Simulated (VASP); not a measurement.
# Geometry relaxation, with input and output: FeSi (part 2 of 4)

The same run, continued: FeSi (8 atoms in the cell); Kohn-Sham DFT of a periodic cell, LDA, VASP PAW LDA potentials, recommended, no spin polarisation (VASP 6.6.1); cutoff 600 eV, 8×8×8 k-mesh, Gaussian smearing of 0.03 eV. The structure derives from an entry of the Crystallography Open Database.

Geometry of the input (Å; fractional positions):
```
4.5507  0.0000  0.0000
0.0000  4.5507  0.0000
0.0000  0.0000  4.5507
Fe 0.1365  0.1365  0.1365
Fe 0.3635  0.8635  0.6365
Fe 0.6365  0.3635  0.8635
Fe 0.8635  0.6365  0.3635
Si 0.8424  0.8424  0.8424
Si 0.6576  0.1576  0.3424
Si 0.3424  0.6576  0.1576
Si 0.1576  0.3424  0.6576
```

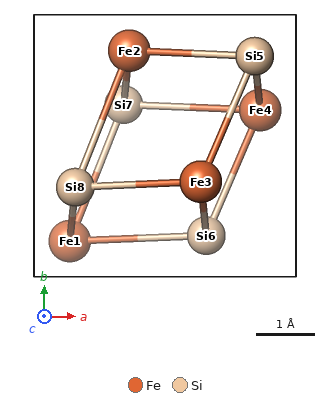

Fig. 1: The input geometry (ball-and-stick view of the cell of the calculation, along the c axis; atoms are numbered from 1 in the order of the input). An atom can appear more than once, as a periodic image.

### Parts of OUTCAR, continued
```
 Following reciprocal coordinates:
            Coordinates               Weight
  0.000000  0.000000  0.000000      1.000000
  0.125000  0.000000  0.000000      6.000000
  0.250000  0.000000  0.000000      6.000000
  0.375000  0.000000  0.000000      6.000000
  0.500000  0.000000  0.000000      3.000000
  0.125000  0.125000  0.000000     12.000000
  0.250000  0.125000  0.000000     12.000000
 -0.125000  0.250000  0.000000     12.000000
  0.375000  0.125000  0.000000     12.000000
 -0.125000  0.375000  0.000000     12.000000
  0.500000  0.125000  0.000000      6.000000
 -0.125000  0.500000  0.000000      6.000000
  0.250000  0.250000  0.000000     12.000000
  0.375000  0.250000  0.000000     12.000000
 -0.250000  0.375000  0.000000     12.000000
  0.500000  0.250000  0.000000      6.000000
 -0.250000  0.500000  0.000000      6.000000
  0.375000  0.375000  0.000000     12.000000
  0.500000  0.375000  0.000000      6.000000
 -0.375000  0.500000  0.000000      6.000000
  0.500000  0.500000  0.000000      3.000000
  0.125000  0.125000  0.125000      8.000000
  0.250000  0.125000  0.125000     24.000000
  0.375000  0.125000  0.125000     24.000000
 [... further k-points ...]
   k-points           NKPTS =     45   k-points in BZ     NKDIM =     45   number of bands    NBANDS=     29
   number of dos      NEDOS =    301   number of ions     NIONS =      8
   total plane-waves  NPLWV =  46656
   dimension x,y,z NGX =    36 NGY =   36 NGZ =   36
   dimension x,y,z NGXF=    72 NGYF=   72 NGZF=   72
   ions per type =               4   4
   NGX,Y,Z   is equivalent  to a cutoff of  13.15, 13.15, 13.15 a.u.
   NGXF,Y,Z  is equivalent  to a cutoff of  26.30, 26.30, 26.30 a.u.
 SYSTEM =  unknown system
   PREC   = accura    normal or accurate (medium, high low for compatibility)
   ISTART =      0    job   : 0-new  1-cont  2-samecut
   ICHARG =      2    charge: 1-file 2-atom 10-const
   ISPIN  =      1    spin polarized calculation?
   LNONCOLLINEAR =      F non collinear calculations
   LSORBIT =      F    spin-orbit coupling
   LASPH  =      T    aspherical Exc in radial PAW
   ENCUT  =  600.0 eV  44.10 Ry    6.64 a.u.   9.09  9.09  9.09*2*pi/ulx,y,z
   NELM   =     80;   NELMIN=  2; NELMDL= -5     # of ELM steps
   EDIFF  = 0.1E-05   stopping-criterion for ELM
   LREAL  =      F    real-space projection
   EDIFFG = -.1E-01   stopping-criterion for IOM
   NSW    =     90    number of steps for IOM
   IBRION =      2    ionic relax: 0-MD 1-quasi-New 2-CG
   NFREE  =      1    steps in history (QN), initial steepest desc. (CG)
   ISIF   =      3    stress and relaxation
   ISYM   =      2    0-nonsym 1-usesym 2-fastsym
   POTIM  = 0.5000    time-step for ionic-motion
   TEBEG  =    0.0;   TEEND  =   0.0 temperature during run
   PSTRESS=    0.0 pullay stress
   NELECT =      48.0000    total number of electrons
   NUPDOWN=      -1.0000    fix difference up-down
   EMIN   =  10.00;   EMAX   =-10.00  energy-range for DOS
   EFERMI =   0.00;   METHOD = LEGACY
   ISMEAR =     0;   SIGMA  =   0.03  broadening in eV -4-tet -1-fermi 0-gaus
   EFERMI_NEDOS =   21; number of points for ismear=-14 and -15
   IALGO  =     38    algorithm
   IMIX   =      4    mixing-type and parameters
     AMIX     =   0.40;   BMIX     =  1.00
     AMIX_MAG =   1.60;   BMIX_MAG =  1.00
  volume/ion in A,a.u.               =      11.78        79.50
  Fermi-wavevector in a.u.,A,eV,Ry     =   1.307406  2.470639 23.256570  1.709310
  Thomas-Fermi vector in A             =   2.438142
   LORBIT       =      0    0 simple, 1 ext, 2 COOP (PROOUT), +10 PAW based schemes
   GGA     = CA    functional components
   LHFCALC =     F    Hartree Fock is set to
   AEXX    =    0.0000 exact exchange contribution
   IVDW    =     0    specifies the selected vdW correction
   LEPSILON=     F    determine dielectric tensor
   LRPA    =     F    only Hartree local field effects (RPA)
 conjugate gradient relaxation of ions
 non-spin polarized calculation
 Gauss-broadening in eV      SIGMA  =   0.03
  energy-cutoff  :      600.00
  volume of cell :       94.24
 maximum number of plane-waves:      3178
   NGX = 19   NGY = 19   NGZ = 19

--------------------------------------- Ionic step        1  -------------------------------------------

 number of electron      47.9999995 magnetization

 Free energy of the ion-electron system (eV)
  ---------------------------------------------------
  ext. energy  EPLUGINS =         0.00000000
  ---------------------------------------------------
  free energy    TOTEN  =       -65.65502296 eV

  energy without entropy =      -65.65474068  energy(sigma->0) =      -65.65488182

 E-fermi :   8.8420     XC(G=0): -12.6350     alpha+bet :-16.8153

 val. band max:        8.7976810063   @ k =   0.2500   0.1250   0.1250
 cond. band min:       8.8886759498   @ k =   0.2500   0.2500   0.0000
 fundamental gap:      0.0909949435
 Fermi energy:         8.8420383206

 k-point     1 :       0.0000    0.0000    0.0000
  band No.  band energies     occupation
      1      -3.8776      2.00000
      2       1.2178      2.00000
      3       1.2178      2.00000
      4       1.2178      2.00000
      5       4.0405      2.00000
      6       4.0405      2.00000
      7       4.0405      2.00000
      8       5.5710      2.00000
      9       5.5710      2.00000
     10       5.5710      2.00000
     11       6.0762      2.00000
     12       6.2306      2.00000
     13       6.2306      2.00000
     14       6.5908      2.00000
     15       6.5908      2.00000
     16       6.5908      2.00000
     17       7.1016      2.00000
     18       7.1016      2.00000
     19       7.1016      2.00000
     20       8.5511      2.00000
     21       8.5511      2.00000
     22       8.5511      2.00000
     23       8.7723      1.99899
     24       8.7723      1.99899
     25       9.3359      0.00000
     26       9.3359      0.00000
     27       9.3359      0.00000
     28      11.4849      0.00000
     29      11.4849      0.00000

 k-point     2 :       0.1250    0.0000    0.0000
  band No.  band energies     occupation
      1      -3.7679      2.00000
      2       0.4855      2.00000
      3       1.2849      2.00000
      4       1.7584      2.00000
      5       3.6069      2.00000
      6       4.1088      2.00000
      7       4.5951      2.00000
      8       4.9806      2.00000
      9       5.3171      2.00000
     10       6.0172      2.00000
     11       6.1482      2.00000
     12       6.2438      2.00000
     13       6.3710      2.00000
     14       6.5729      2.00000
     15       6.6247      2.00000
     16       6.6311      2.00000
     17       6.9573      2.00000
     18       7.0724      2.00000
     19       7.3061      2.00000
     20       8.4149      2.00000
     21       8.4490      2.00000
     22       8.7055      2.00000
     23       8.7393      2.00000
     24       8.7697      1.99935
     25       9.1559      0.00000
     26       9.2915      0.00000
     27       9.6105      0.00000
     28      11.0889      0.00000
     29      11.2534      0.00000

 k-point     3 :       0.2500    0.0000    0.0000
  band No.  band energies     occupation
      1      -3.4425      2.00000
      2      -0.4121      2.00000
      3       1.4805      2.00000
      4       2.1731      2.00000
      5       3.3743      2.00000
      6       4.2533      2.00000
      7       4.4671      2.00000
      8       4.8816      2.00000
      9       5.1735      2.00000
     10       5.7814      2.00000
     11       6.3209      2.00000
     12       6.4068      2.00000
     13       6.5634      2.00000
     14       6.6024      2.00000
     15       6.6470      2.00000
     16       6.7337      2.00000
     17       6.9681      2.00000
     18       7.0628      2.00000
     19       7.4106      2.00000
     20       8.1144      2.00000
     21       8.4015      2.00000
     22       8.6564      2.00000
     23       8.7630      1.99981
     24       8.7652      1.99971
     25       9.0505      0.00000
     26       9.1700      0.00000
     27      10.0400      0.00000
     28      10.8146      0.00000
     29      10.9062      0.00000

 k-point     4 :       0.3750    0.0000    0.0000
  band No.  band energies     occupation
      1      -2.9129      2.00000
      2      -1.3450      2.00000
      3       1.7844      2.00000
      4       2.3620      2.00000
      5       3.3464      2.00000
      6       4.1334      2.00000
      7       4.3115      2.00000
      8       4.5976      2.00000
      9       5.6198      2.00000
     10       5.6368      2.00000
     11       6.2551      2.00000
     12       6.4206      2.00000
     13       6.5937      2.00000
     14       6.6332      2.00000
     15       6.6464      2.00000
     16       6.7211      2.00000
     17       6.9313      2.00000
     18       7.3033      2.00000
     19       7.4270      2.00000
     20       7.8639      2.00000
     21       8.4046      2.00000
     22       8.5590      2.00000
     23       8.7386      2.00000
     24       8.7755      1.99830
     25       8.9883      0.00000
     26       9.0124      0.00000
     27      10.2123      0.00000
     28      10.5870      0.00000
     29      10.7050      0.00000

 k-point     5 :       0.5000    0.0000    0.0000
  band No.  band energies     occupation
      1      -2.2010      2.00000
      2      -2.2010      2.00000
      3       2.1399      2.00000
      4       2.1399      2.00000
      5       3.6806      2.00000
      6       3.6806      2.00000
      7       4.4304      2.00000
      8       4.4304      2.00000
      9       5.7726      2.00000
     10       5.7726      2.00000
     11       6.2639      2.00000
     12       6.2639      2.00000
     13       6.5489      2.00000
     14       6.5489      2.00000
     15       6.6545      2.00000
     16       6.6545      2.00000
     17       7.1468      2.00000
     18       7.1468      2.00000
     19       7.6709      2.00000
     20       7.6709      2.00000
     21       8.4683      2.00000
     22       8.4683      2.00000
     23       8.7709      1.99921
     24       8.7709      1.99921
     25       8.9318      0.00002
     26       8.9318      0.00002
     27      10.3375      0.00000
     28      10.3375      0.00000
     29      10.7318      0.00000

 [... the levels of 18 k-points are left out ...]

 k-point    24 :       0.3750    0.1250    0.1250
  band No.  band energies     occupation
      1      -2.7061      2.00000
      2      -1.1785      2.00000
      3       1.2492      2.00000
      4       2.1025      2.00000
      5       3.1612      2.00000
      6       3.8316      2.00000
      7       4.5123      2.00000
      8       5.0226      2.00000
      9       5.3813      2.00000
     10       5.7597      2.00000
     11       6.2631      2.00000
     12       6.4353      2.00000
     13       6.4981      2.00000
     14       6.6461      2.00000
     15       6.7741      2.00000
     16       6.8288      2.00000
     17       7.0700      2.00000
     18       7.3181      2.00000
     19       7.5287      2.00000
     20       7.8889      2.00000
     21       8.3224      2.00000
     22       8.3959      2.00000
     23       8.6461      2.00000
     24       8.7701      1.99930
     25       8.8897      0.02477
     26       9.0884      0.00000
     27      10.1872      0.00000
     28      10.6769      0.00000
     29      10.9662      0.00000

 [... further k-points ...]

------------------------ aborting loop because EDIFF is reached ----------------------------------------

  FORCE on cell =-STRESS in cart. coord.  units (eV):
  Direction    XX          YY          ZZ          XY          YZ          ZX
  --------------------------------------------------------------------------------------
  -------------------------------------------------------------------------------------
  Total      -14.2620223    -14.2620223    -14.2620223      0.0000000     -0.0000000      0.0000000
  in kB     -242.4694763   -242.4694763   -242.4694763      0.0000000     -0.0000000      0.0000000
  external PRESSURE =    -242.4694763 kB  Pullay stress =       0.0000000 kB

 VOLUME and BASIS-vectors are now :
 -----------------------------------------------------------------------------
  energy-cutoff  :      600.00
  volume of cell :       94.24
      direct lattice vectors                 reciprocal lattice vectors
     4.550700000  0.000000000  0.000000000     0.219746413  0.000000000  0.000000000
     0.000000000  4.550700000  0.000000000     0.000000000  0.219746413  0.000000000
     0.000000000  0.000000000  4.550700000     0.000000000  0.000000000  0.219746413

 POSITION                                       TOTAL-FORCE (eV/Angst)
 -----------------------------------------------------------------------------------
      0.62126      0.62126      0.62126        -0.208323     -0.208323     -0.208323
      1.65409      3.92944      2.89661         0.208323      0.208323     -0.208323
      2.89661      1.65409      3.92944        -0.208323      0.208323      0.208323
      3.92944      2.89661      1.65409         0.208323     -0.208323      0.208323
      3.83351      3.83351      3.83351        -0.206555     -0.206555     -0.206555
      2.99254      0.71719      1.55816         0.206555      0.206555     -0.206555
      1.55816      2.99254      0.71719        -0.206555      0.206555      0.206555
      0.71719      1.55816      2.99254         0.206555     -0.206555      0.206555
 -----------------------------------------------------------------------------------
    total drift:                                0.000000     -0.000000      0.000000

  FREE ENERGIE OF THE ION-ELECTRON SYSTEM (eV)
  ---------------------------------------------------
  free  energy   TOTEN  =       -65.6550229558 eV

  energy  without entropy=      -65.6547406764  energy(sigma->0) =      -65.65488182

--------------------------------------- Ionic step        2  -------------------------------------------

 number of electron      47.9999998 magnetization

------------------------ aborting loop because EDIFF is reached ----------------------------------------

  FORCE on cell =-STRESS in cart. coord.  units (eV):
  Direction    XX          YY          ZZ          XY          YZ          ZX
  --------------------------------------------------------------------------------------
  -------------------------------------------------------------------------------------
  Total       25.5996559     25.5996559     25.5996559      0.0000000     -0.0000000      0.0000000
  in kB      570.0044430    570.0044430    570.0044430      0.0000000     -0.0000000      0.0000000
  external PRESSURE =     570.0044430 kB  Pullay stress =       0.0000000 kB

 VOLUME and BASIS-vectors are now :
 -----------------------------------------------------------------------------
  energy-cutoff  :      600.00
  volume of cell :       71.96
      direct lattice vectors                 reciprocal lattice vectors
     4.159318294  0.000000000  0.000000000     0.240424014 -0.000000000 -0.000000000
     0.000000000  4.159318294  0.000000000    -0.000000000  0.240424014  0.000000000
     0.000000000 -0.000000000  4.159318294     0.000000000 -0.000000000  0.240424014

 POSITION                                       TOTAL-FORCE (eV/Angst)
 -----------------------------------------------------------------------------------
      0.55864      0.55864      0.55864         0.714048      0.714048      0.714048
      1.52101      3.60067      2.63830        -0.714048     -0.714048      0.714048
      2.63830      1.52101      3.60067         0.714048     -0.714048     -0.714048
      3.60067      2.63830      1.52101        -0.714048      0.714048     -0.714048
      3.49470      3.49470      3.49470         0.263077      0.263077      0.263077
      2.74428      0.66462      1.41504        -0.263077     -0.263077      0.263077
      1.41504      2.74428      0.66462         0.263077     -0.263077     -0.263077
      0.66462      1.41504      2.74428        -0.263077      0.263077     -0.263077
 -----------------------------------------------------------------------------------
    total drift:                               -0.000000     -0.000000      0.000000

  FREE ENERGIE OF THE ION-ELECTRON SYSTEM (eV)
  ---------------------------------------------------
  free  energy   TOTEN  =       -64.6978736138 eV

  energy  without entropy=      -64.6978733507  energy(sigma->0) =      -64.69787348

--------------------------------------- Ionic step        3  -------------------------------------------

 number of electron      47.9999999 magnetization

------------------------ aborting loop because EDIFF is reached ----------------------------------------

  FORCE on cell =-STRESS in cart. coord.  units (eV):
  Direction    XX          YY          ZZ          XY          YZ          ZX
  --------------------------------------------------------------------------------------
  -------------------------------------------------------------------------------------
  Total       -0.6054083     -0.6054083     -0.6054083      0.0000000      0.0000000      0.0000000
  in kB      -11.5332214    -11.5332214    -11.5332214      0.0000000      0.0000000      0.0000000
  external PRESSURE =     -11.5332214 kB  Pullay stress =       0.0000000 kB

 VOLUME and BASIS-vectors are now :
```
